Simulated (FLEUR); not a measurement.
# CoO: which magnetic order is lowest, part 2 of 2

Does CoO prefer parallel or opposed moments?

FLEUR MaX-R8.1; PBEsol with U = 3.5 eV on Co d; all-electron FLAPW, Dirac cores, scalar-relativistic bands.

So far, largest spin moment in the muffin-tin sphere (μB): step 2 (run 1 (ferro +)) 2.73.

### 3. Order 2, typed as antiferro q=(1/2,1/2,1/2) +-

An opposed order shows whether neighbours prefer unlike signs.

The cell is doubled to 4 atoms to hold this order. The mesh is halved along the doubled vector, so that both cells sample the same points. The k list default-1 (kpts.xml, not shown) is a Γ-centred 5×10×10 mesh.

inp.xml

```
<?xml version="1.0" encoding="UTF-8" standalone="no"?>
<fleurInput fleurInputVersion="0.39">
   <comment>
      CoO
   </comment>
   <calculationSetup>
      <cutoffs Kmax="4.29" Gmax="12.9" GmaxXC="12.9" numbands="0"/>
      <scfLoop itmax="130" minDistance="0.0001" maxIterBroyd="15" imix="Anderson" alpha="0.05" precondParam="0.0" spinf="2.0" sdNocoIR="T"/>
      <coreElectrons ctail="T" frcor="F" kcrel="0" coretail_lmax="0"/>
      <xcFunctional name="PBEs" relativisticCorrections="F"/>
      <magnetism jspins="2"/>
      <soc l_soc="F" theta="0.0" phi="0.0" spav="F"/>
      <expertModes spex="0" secvar="F"/>
      <geometryOptimization l_f="F" forcealpha="1.0" forcemix="BFGS" epsdisp="0.00001" epsforce="0.00001"/>
      <ldaU l_linMix="F" mixParam="0.05" spinf="1.0"/>
   </calculationSetup>
   <cell>
      <bzIntegration valenceElectrons="46.0" mode="hist" fermiSmearingEnergy="0.00183747">
         <kPointListSelection listName="default-1"/>
         <xi:include xmlns:xi="http://www.w3.org/2001/XInclude" href="kpts.xml"> </xi:include>
      </bzIntegration>
      <xi:include xmlns:xi="http://www.w3.org/2001/XInclude" href="sym.xml"> </xi:include>
      <bulkLattice scale="1.0">
         <bravaisMatrix>
            <row-1>   -5.6994139917936000     5.6994139917936000     7.9642414459814272</row-1>
            <row-2>    0.0000000000000000     0.0000000000000000     7.9642414459814272</row-2>
            <row-3>    0.0000000000000000     5.6994139917936000     0.0000000000000000</row-3>
         </bravaisMatrix>
      </bulkLattice>
   </cell>
   <atomSpecies>
      <species name="Cobalt (Co3.000" element="Co" atomicNumber="27">
         <mtSphere radius="2.48" gridPoints="819" logIncrement="0.015"/>
         <atomicCutoffs lmax="10" lnonsphr="8"/>
         <electronConfig flipSpins="F">
            <coreConfig>(1s1/2) (2s1/2) (2p1/2) (2p3/2)</coreConfig>
            <valenceConfig>(3s1/2) (3p1/2) (3p3/2) (4s1/2) (3d3/2) (3d5/2)</valenceConfig>
            <stateOccupation state="(3d3/2)" spinUp="2.0" spinDown="0.8"/>
            <stateOccupation state="(3d5/2)" spinUp="3.0" spinDown="1.2"/>
         </electronConfig>
         <energyParameters s="4" p="4" d="3" f="4"/>
         <ldaU l="2" U="3.5" J="0.0" l_amf="F"/>
         <lo type="SCLO" l="0" n="3" eDeriv="0"/>
         <lo type="SCLO" l="1" n="3" eDeriv="0"/>
      </species>
      <species name="Cobalt (Co-3.000" element="Co" atomicNumber="27">
         <mtSphere radius="2.48" gridPoints="819" logIncrement="0.015"/>
         <atomicCutoffs lmax="10" lnonsphr="8"/>
         <electronConfig flipSpins="F">
            <coreConfig>(1s1/2) (2s1/2) (2p1/2) (2p3/2)</coreConfig>
            <valenceConfig>(3s1/2) (3p1/2) (3p3/2) (4s1/2) (3d3/2) (3d5/2)</valenceConfig>
            <stateOccupation state="(3d3/2)" spinUp="0.8" spinDown="2.0"/>
            <stateOccupation state="(3d5/2)" spinUp="1.2" spinDown="3.0"/>
         </electronConfig>
         <energyParameters s="4" p="4" d="3" f="4"/>
         <ldaU l="2" U="3.5" J="0.0" l_amf="F"/>
         <lo type="SCLO" l="0" n="3" eDeriv="0"/>
         <lo type="SCLO" l="1" n="3" eDeriv="0"/>
      </species>
      <species name="Oxygen (O)" element="O" atomicNumber="8">
         <mtSphere radius="1.4" gridPoints="463" logIncrement="0.023"/>
         <atomicCutoffs lmax="6" lnonsphr="4"/>
         <electronConfig flipSpins="F">
            <coreConfig>(1s1/2)</coreConfig>
            <valenceConfig>(2s1/2) (2p1/2) (2p3/2)</valenceConfig>
            <stateOccupation state="(2p1/2)" spinUp="0.666667" spinDown="0.666667"/>
            <stateOccupation state="(2p3/2)" spinUp="1.333333" spinDown="1.333333"/>
         </electronConfig>
         <energyParameters s="2" p="2" d="3" f="4"/>
      </species>
   </atomSpecies>
   <atomGroups>
      <atomGroup species="Cobalt (Co3.000">
         <relPos label="                   1">.0000000000 .0000000000 .0000000000</relPos>
         <force calculate="T" relaxXYZ="TTT"/>
      </atomGroup>
      <atomGroup species="Cobalt (Co-3.000">
         <relPos label="                   2">1.000/2.000 .0000000000 .0000000000</relPos>
         <force calculate="T" relaxXYZ="TTT"/>
      </atomGroup>
      <atomGroup species="Oxygen (O)">
         <relPos label="                   3">.0000000000 1.000/2.000 .0000000000</relPos>
         <force calculate="T" relaxXYZ="TTT"/>
      </atomGroup>
      <atomGroup species="Oxygen (O)">
         <relPos label="                   4">1.000/2.000 1.000/2.000 .0000000000</relPos>
         <force calculate="T" relaxXYZ="TTT"/>
      </atomGroup>
   </atomGroups>
   <output dos="F" band="F" slice="F">
      <bandDOS minEnergy="-.5*Htr" maxEnergy="0.5*Htr" sigma="0.015" storeEVData="T"/>
      <plotting iplot="0" polar="F">
         <plot TwoD="T" vec1="  1.0  0.0  0.0" vec2="  0.0  1.0  0.0" vec3="  0.0  0.0  1.0" zero="  0.0  0.0  0.0" file="plot"/>
      </plotting>
      <moessbauerParams electricFieldGradient="F" isomerShift="F" coreHyperfine="F" valenceHyperfine="F"/>
   </output>
</fleurInput>
```

crystal.txt

```
CoO
&input film=F cartesian=F /
-3.01600000000  3.01600000000  4.21449507540
0.00000000000  0.00000000000  4.21449507540
0.00000000000  3.01600000000  0.00000000000
1.8897261246
1.0 1.0 1.0

4
27 0.00000000000  0.00000000000  0.00000000000 : 3.000
27 0.50000000000  0.00000000000  0.00000000000 : -3.000
8 0.00000000000  0.50000000000  0.00000000000
8 0.50000000000  0.50000000000  0.00000000000

&kpt div1=5 div2=10 div3=10 gamma=T /
```

Command:

```sh
$ OMP_NUM_THREADS=1 inpgen -f crystal.txt > inpgen.log  # inp.xml is then edited as shown
$ OMP_NUM_THREADS=1 mpirun -n 4 fleur_MPI > fleur.log
```

The program printed:

```text
[banner, memory and clock lines left out]
Welcome to FLEUR        (www.flapw.de)
      MaX-Release 8.1          (www.max-centre.eu)

 ========== k-point set info ==========
 Selected k-point list: default-1
 k-point list type: mesh
 0 x 0 x 0
 Number of k points: 144

 ------------Calculation Setup---------------------------
 Number of PE/node        :            4
 Number of OMP-threads    :            1
 k-points in parallel     :            4
 pe's per k-point         :            1
 No of k-point loops      :           36
 Eigenvalue solver        :       lapack
 Number of basis functions:          388
 Approximate size of matrices (H+S) per k-point:         0.002 GB
 no density matrix found ... skipping LDA+U
 Reset of history
 Iteration:     1   Distance:      26.50805788 me/bohr^3
 Iteration:     2   Distance:      31.14714618 me/bohr^3
 Iteration:     3   Distance:      28.99639350 me/bohr^3
 Iteration:     4   Distance:      23.23334234 me/bohr^3
 Iteration:     5   Distance:      18.43200726 me/bohr^3
 Iteration:     6   Distance:      14.05509244 me/bohr^3
 Iteration:     7   Distance:       7.90487133 me/bohr^3
 Iteration:     8   Distance:       5.01138676 me/bohr^3
 Iteration:     9   Distance:       4.66078176 me/bohr^3
 Iteration:    10   Distance:       2.53900653 me/bohr^3
 Iteration:    11   Distance:       1.71668626 me/bohr^3
 Iteration:    12   Distance:       1.47672071 me/bohr^3
 Iteration:    13   Distance:       0.51472219 me/bohr^3
 Iteration:    14   Distance:       0.45660288 me/bohr^3
 Iteration:    15   Distance:       0.13843794 me/bohr^3
 Iteration:    16   Distance:       0.03832653 me/bohr^3
 Iteration:    17   Distance:       0.03676251 me/bohr^3
 Iteration:    18   Distance:       0.02546490 me/bohr^3
 Iteration:    19   Distance:       0.00603196 me/bohr^3
 Iteration:    20   Distance:       0.00242444 me/bohr^3
 Iteration:    21   Distance:       0.00262754 me/bohr^3
 Iteration:    22   Distance:       0.00054598 me/bohr^3
 Iteration:    23   Distance:       0.00011089 me/bohr^3
 Iteration:    24   Distance:       0.00014704 me/bohr^3
 Iteration:    25   Distance:       0.00001177 me/bohr^3

 ********************************************************************
 Run finished successfully
 Stop message:
   all done
 ********************************************************************

--- out.xml (last complete iteration) ---
<iteration numberForCurrentRun="   25" overallNumber="   25">
         [... left out ...]
         <bandgap value="0.0526410100" units="eV"/>
         <sumValenceSingleParticleEnergies value="-31.6454356048" units="Htr"/>
         <FermiEnergy value="0.3182627651" units="Htr"/>
         <valenceDensity>
            <mtCharges spin="1">
               <mtCharge atomType="1" total="9.4756262" s="1.1935237" p="3.2405308" d="4.9667176" f="0.0530036"/>
               <mtCharge atomType="2" total="6.7295716" s="1.1663516" p="3.2164651" d="2.2759088" f="0.0501770"/>
               <mtCharge atomType="3" total="2.1770943" s="0.6860581" p="1.4881743" d="0.0024777" f="0.0003224"/>
               <mtCharge atomType="4" total="2.2884400" s="0.6957827" p="1.5887355" d="0.0034095" f="0.0004334"/>
            </mtCharges>
            <mtCharges spin="2">
               <mtCharge atomType="1" total="6.7295716" s="1.1663516" p="3.2164651" d="2.2759088" f="0.0501770"/>
               <mtCharge atomType="2" total="9.4756262" s="1.1935237" p="3.2405308" d="4.9667176" f="0.0530036"/>
               <mtCharge atomType="3" total="2.2884400" s="0.6957827" p="1.5887355" d="0.0034095" f="0.0004334"/>
               <mtCharge atomType="4" total="2.1770943" s="0.6860581" p="1.4881743" d="0.0024777" f="0.0003224"/>
            </mtCharges>
            <spinDependentCharge spin="1" total="23.0000000" interstitial="2.3292679" mtSpheres="20.6707321"/>
            <spinDependentCharge spin="2" total="23.0000000" interstitial="2.3292679" mtSpheres="20.6707321"/>
            <totalCharge value="46.0000000000"/>
         </valenceDensity>
         [... left out ...]
         <magneticMomentsInMTSpheres units="muBohr">
            <globalMagMoment atomType="1" vec="0.00000   0.00000   2.74605"/>
            <localMagMoment atomType="1" vec="0.00000   0.00000   2.74605"/>
            <globalMagMoment atomType="2" vec="0.00000   0.00000  -2.74605"/>
            <localMagMoment atomType="2" vec="0.00000   0.00000  -2.74605"/>
            <globalMagMoment atomType="3" vec="0.00000   0.00000  -0.11135"/>
            <localMagMoment atomType="3" vec="0.00000   0.00000  -0.11135"/>
            <globalMagMoment atomType="4" vec="0.00000   0.00000   0.11135"/>
            <localMagMoment atomType="4" vec="0.00000   0.00000   0.11135"/>
         </magneticMomentsInMTSpheres>
         [... left out ...]
         <totalEnergy value="    -2934.3530636424" units="Htr">
            <sumOfEigenvalues value="    -1678.8002620555">
               <coreElectrons value="-1647.1548264507"/>
               <valenceElectrons value="-31.6454356048"/>
            </sumOfEigenvalues>
            <densityCoulombPotentialIntegral value="-4478.0067770072"/>
            <densityEffectivePotentialIntegral value="-4652.8132759003"/>
            <chargeDenXCDenIntegral value="-133.5512587137"/>
            <FockExchangeEnergyValence value="0.0000000000"/>
            <FockExchangeEnergyCore value="0.0000000000"/>
         [... left out ...]
            <dftUCorrection value="-0.8791641603"/>
            <tkbTimesEntropy value="0.0000483114"/>
            <freeEnergy value="-2934.3531119538"/>
            <extrapolationTo0K value="-2934.3530877981"/>
         </totalEnergy>
         [... left out ...]
         <ldaUDensityMatrixConvergence>
            <distance spin="1" distance="0.000000"/>
            <distance spin="2" distance="0.000000"/>
         </ldaUDensityMatrixConvergence>
         <densityConvergence units="me/bohr^3">
            <chargeDensity spin="1" distance="0.0000077194"/>
            <chargeDensity spin="2" distance="0.0000077207"/>
            <overallChargeDensity distance="0.0000117658"/>
            <spinDensity distance="0.0000099982"/>
         </densityConvergence>
      </iteration>
```

Run time: 2.1 min. Hardware: 4 MPI ranks of Intel Xeon Platinum 8488C (Sapphire Rapids), shared host; peak memory 0.46 GiB; 8.5 min of CPU time.

Spin moment in the muffin-tin sphere by atom:

| atom | spin moment in the muffin-tin sphere (μB) |
| --- | --- |
| Co1 | 2.75 |
| Co2 | -2.75 |
| O3 | -0.11 |
| O4 | 0.11 |

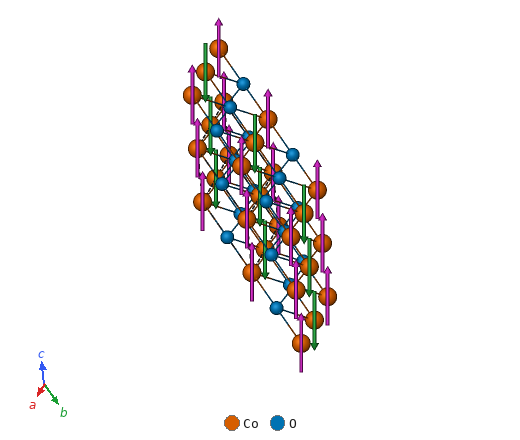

Spin moment in the muffin-tin sphere as arrows, the longest 2.75 μB. Up and down stand for the sign. Arrows give size and sign along the axis of quantisation, drawn up and down the page. The two directions have two colours. 1×2×2 cells are drawn. Some periodic images of atoms are drawn too.

Numbers from this step:

| Quantity | Value |
| --- | --- |
| free energy | -79847.8159 eV |
| program's band gap on this mesh (in a metal only a level spacing) | 0.05264 eV |
| magnetization | 0 μB |
| final state | antiferromagnetic |

It lies 516 meV a seeded atom under the first start (under a U so large a difference can come mostly from another filling of the orbitals), and its largest moment is 2.75 μB against 2.73 μB.

### 4. Run 3 (antiferro q=(0,1/2,0) +-)

An opposed order shows whether neighbours prefer unlike signs.

This order needs a doubled cell of 4 atoms. The mesh is halved along the doubled vector, so that both cells sample the same points. The k list default-1 (kpts.xml, not shown) is a Γ-centred 10×5×10 mesh.

Edit inp.xml of step 3 so:

```diff
@@ -24,5 +24,5 @@
          <bravaisMatrix>
-            <row-1>   -5.6994139917936000     5.6994139917936000     7.9642414459814272</row-1>
-            <row-2>    0.0000000000000000     0.0000000000000000     7.9642414459814272</row-2>
-            <row-3>    0.0000000000000000     5.6994139917936000     0.0000000000000000</row-3>
+            <row-1>   -2.8497069958968000     2.8497069958968000     3.9821207229907136</row-1>
+            <row-2>    5.6994139917936000    -5.6994139917936000     7.9642414459814272</row-2>
+            <row-3>    2.8497069958968000     2.8497069958968000    -3.9821207229907136</row-3>
          </bravaisMatrix>
@@ -77,3 +77,3 @@
       <atomGroup species="Cobalt (Co-3.000">
-         <relPos label="                   2">1.000/2.000 .0000000000 .0000000000</relPos>
+         <relPos label="                   2">.0000000000 1.000/2.000 .0000000000</relPos>
          <force calculate="T" relaxXYZ="TTT"/>
@@ -81,7 +81,4 @@
       <atomGroup species="Oxygen (O)">
-         <relPos label="                   3">.0000000000 1.000/2.000 .0000000000</relPos>
-         <force calculate="T" relaxXYZ="TTT"/>
-      </atomGroup>
-      <atomGroup species="Oxygen (O)">
-         <relPos label="                   4">1.000/2.000 1.000/2.000 .0000000000</relPos>
+         <relPos label="                   3">1.000/2.000 1.000/4.000 .0000000000</relPos>
+         <relPos label="                   4">1.000/2.000 -1.000/4.000 .0000000000</relPos>
          <force calculate="T" relaxXYZ="TTT"/>
```

crystal.txt

```
CoO
&input film=F cartesian=F /
-1.50800000000  1.50800000000  2.10724753770
3.01600000000  -3.01600000000  4.21449507540
1.50800000000  1.50800000000  -2.10724753770
1.8897261246
1.0 1.0 1.0

4
27 0.00000000000  0.00000000000  0.00000000000 : 3.000
27 0.00000000000  0.50000000000  0.00000000000 : -3.000
8 0.50000000000  0.25000000000  0.00000000000
8 0.50000000000  0.75000000000  0.00000000000

&kpt div1=10 div2=5 div3=10 gamma=T /
```

The program printed:

```text
[banner, memory and clock lines left out]
Welcome to FLEUR        (www.flapw.de)
      MaX-Release 8.1          (www.max-centre.eu)

 ========== k-point set info ==========
 Selected k-point list: default-1
 k-point list type: mesh
 10 x 5 x 10
 Number of k points: 252

 [... set-up left out ...]
 no density matrix found ... skipping LDA+U
 Reset of history
 Iteration:     1   Distance:      25.82079032 me/bohr^3
 Iteration:     2   Distance:      25.01979455 me/bohr^3
 Iteration:     3   Distance:      22.64468137 me/bohr^3
[...]
[... left out ...]
            <freeEnergy value="-2934.3181589144"/>
            <extrapolationTo0K value="-2934.3169711614"/>
         </totalEnergy>
         [... left out ...]
         <ldaUDensityMatrixConvergence>
            <distance spin="1" distance="0.000005"/>
            <distance spin="2" distance="0.000005"/>
         </ldaUDensityMatrixConvergence>
         <densityConvergence units="me/bohr^3">
            <chargeDensity spin="1" distance="0.0000332028"/>
            <chargeDensity spin="2" distance="0.0000340827"/>
            <overallChargeDensity distance="0.0000532778"/>
            <spinDensity distance="0.0000411047"/>
         </densityConvergence>
      </iteration>
```

Elapsed: 9 min, on 4 MPI ranks; peak memory 0.57 GiB; 36 min of CPU time.

Spin moment in the muffin-tin sphere by atom:

| atom | spin moment in the muffin-tin sphere (μB) |
| --- | --- |
| Co1 | 2.62 |
| Co2 | -2.62 |
| O3 | 0.00 |
| O4 | 0.00 |

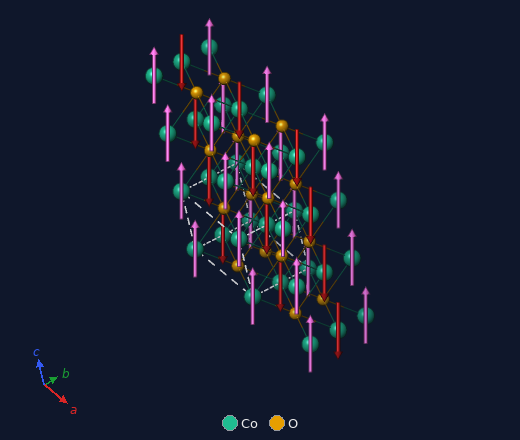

Spin moment in the muffin-tin sphere as arrows, the longest 2.62 μB. Up and down stand for the sign. Arrows give size and sign along the axis of quantisation, drawn up and down the page. The two directions have two colours. 2×1×3 cells are drawn. Some periodic images of atoms are drawn too.

This step gave:

| Property | Result |
| --- | --- |
| free energy | -79846.8648 eV |
| program's band gap on this mesh (in a metal only a level spacing) | 3.75e-8 eV |
| magnetization | 0 μB |
| final state | antiferromagnetic |

It lies 40.0 meV a seeded atom under the first start, and its largest moment is 2.62 μB against 2.73 μB.

### 5. The states side by side

Free energies are divided by the number of seeded atoms, so that cells of unlike size compare. Wavevectors q in the names are fractions of the primitive cell's reciprocal vectors.

Orders:

| start | final state | typed order kept | energy over the lowest (meV a seeded atom) | largest sphere moment (μB) | net moment (μB a primitive cell) | mesh matched | CPU time (s) |
| --- | --- | --- | --- | --- | --- | --- | --- |
| ferro + | ferromagnetic | yes | 515.5 | 2.727 | 3 | yes | 108.4 |
| antiferro q=(1/2,1/2,1/2) +- | antiferromagnetic | yes | 0 | 2.746 | 0 | yes | 512.4 |
| antiferro q=(0,1/2,0) +- | antiferromagnetic | yes | 475.6 | 2.624 | 0 | yes | 2152 |

Eigenvalues of the occupation matrices of the first corrected atom:

| start | majority spin | minority spin |
| --- | --- | --- |
| ferro + | 1.02 1.02 0.98 0.98 0.97 | 0.66 0.66 0.65 0.16 0.16 |
| antiferro q=(1/2,1/2,1/2) +- | 1.02 1.02 0.98 0.97 0.97 | 0.96 0.96 0.17 0.14 0.05 |
| antiferro q=(0,1/2,0) +- | 1.01 1.01 0.98 0.98 0.97 | 0.69 0.65 0.64 0.18 0.17 |

### 6. Outcome

| Quantity | Value |
| --- | --- |
| moments, largest by run | 2.73, 2.75, 2.62 μB |
| spread of the energies | 516 meV a seeded atom |

**Reading.** No order can be named lowest. Under a U these runs seem to end in unlike orbital states: the occupations of the corrected shell differ between them, or their energies lie too far apart for exchange. The differences are then no exchange energies.

[Logs and program files are shortened in this print: banners, set-up blocks, solver, clock and traceback lines can be left out without a mark of their own.]

[Logs are printed without paths, hosts, clocks, repeated set-up lines and the standing remarks that a program may print on its own settings, such as how far it seeks lower states.]

[Hosts, paths, dates, database ids (printed as entryN), source tags and the programs' standing remarks are cut or masked in the printed files.]

[Where a cell is said to come from a database of computed structures, the database is the Materials Project.]
